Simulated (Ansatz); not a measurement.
# La (P6_3/mmc): comparison of functionals at one structure from a Python script

The task is a comparison of functionals at one structure, for La (P6_3/mmc).

All numbers are computed with the Python package of Ansatz 0.2.0. The levels of theory stand in the script.

**1. The structure**

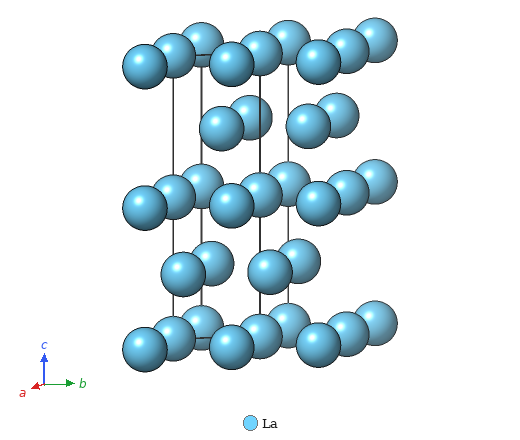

The starting structure, viewed slightly off an axis; lanthanum blue. 2×2×1 cells are drawn. Atoms on cell faces are repeated.

The script holds or builds the structure itself.

**2. Script**

The input, xc_la.py:

```python
"""Functional comparison for La (totals differ with the potentials too)."""

import ansatz
import pandas as pd


def main() -> None:
    cell = (
        ansatz.Lattice.from_parameters(3.77, 3.77, 12.159, alpha=90, beta=90, gamma=120)
        .space_group(194)
        .atom("La", [0.0, 0.0, 0.0])
        .atom("La", [1 / 3, 2 / 3, 0.75])
    )

    base = (
        cell.calculation()
        .pseudopotentials("paw")
        .basis(550)
        .kpoints(spacing=0.26)
        .occupations("methfessel_paxton")
        .stress()
    )

    rows = []
    for value in ["pbe", "pbesol", "blyp", "rpbe"]:
        summary = base.functional(value).run(threads=1).report
        rows.append((value, summary["free_energy_ev"] / len(summary["lattice"]["sites"]), summary["n_iterations"], sum(summary["stress_gpa"][i][i] for i in range(3)) / 3, summary["n_kpoints"]))

    table = pd.DataFrame(rows, columns=["functional", "F/atom (eV)", "iterations", "P (GPa)", "k-points"])
    print(table.round(5).to_string(index=False))


if __name__ == "__main__":
    main()
```

**3. The input behind the calls**

The package turns the script's settings into the engine's input (first run):

```yaml
crystal:
  lattice:
    a: 3.77
    b: 3.77
    c: 12.159
    alpha: 90.0
    beta: 90.0
    gamma: 120.0
  space_group: 194
  atoms:
    - { symbol: La, position: [0.0, 0.0, 0.0] }
    - { symbol: La, position: [0.3333333333333333, 0.6666666666666666, 0.75] }
basis:
  ecutwfc: 550.0
kpoints:
  mp_grid:
    kspacing: 0.26
hamiltonian:
  xc: pbe
  pseudopotentials:
    kind: paw
scf:
  occupations:
    method: methfessel_paxton
output:
  stress: true
```

**4. The run**

On the command line:

```sh
> python xc_la.py
```

Output:

```text
functional  F/atom (eV)  iterations  P (GPa)  k-points
       pbe  -6250.10008           7 -0.29306        20
    pbesol  -6161.25436           6 -2.38225        20
      blyp  -6268.95120           7  1.73283        20
      rpbe  -6259.75493           7  0.99806        20
```

Wall time 33 s (1 thread of Arm Neoverse V1, shared host); peak memory 0.57 GiB.

**5. Inputs of later runs**

The engine's inputs for the other runs:

Run 2, against run 1:

```diff
@@ -19 +19 @@
-  xc: pbe
+  xc: pbesol
```

Run 3, against run 1:

```diff
@@ -19 +19 @@
-  xc: pbe
+  xc: blyp
```

Run 4, against run 1:

```diff
@@ -19 +19 @@
-  xc: pbe
+  xc: rpbe
```

**6. The engine's runs**

From the records of these 4 runs:

| run | functional | energy (eV/atom) | pressure (GPa) | SCF cycles | CPU time (s) |
| --- | --- | --- | --- | --- | --- |
| 1 | pbe | -6250.1001 | -0.29 | 7 | 8.3 |
| 2 | pbesol | -6161.2544 | -2.38 | 6 | 7.6 |
| 3 | blyp | -6268.9512 | 1.73 | 7 | 8.1 |
| 4 | rpbe | -6259.7549 | 1.00 | 7 | 7.9 |

Energies are free energies F = E - TS of the smeared occupations. Totals hang on method, basis and potentials, so only like runs compare.

**7. Results**

| quantity | value |
| --- | --- |
| runs compared | 4 |
| pressure at this cell | -2.4 (pbesol) to 1.7 GPa (blyp) |

From lowest to highest: PBEsol (-2.4 GPa), PBE (-0.3 GPa), RPBE (1.0 GPa) and BLYP (1.7 GPa). At a fixed cell a lower pressure usually means a smaller equilibrium volume, so PBEsol prefers the smallest cell and BLYP the largest. Caveats:
- The mesh is modest for a metal, so energies can be off by several to tens of meV an atom and pressures by half a GPa or more; differences at equal mesh fare better.
- Pressure is positive in compression.
- Total energies of different functionals can't be compared; pressures, moments and gaps at this one structure can.
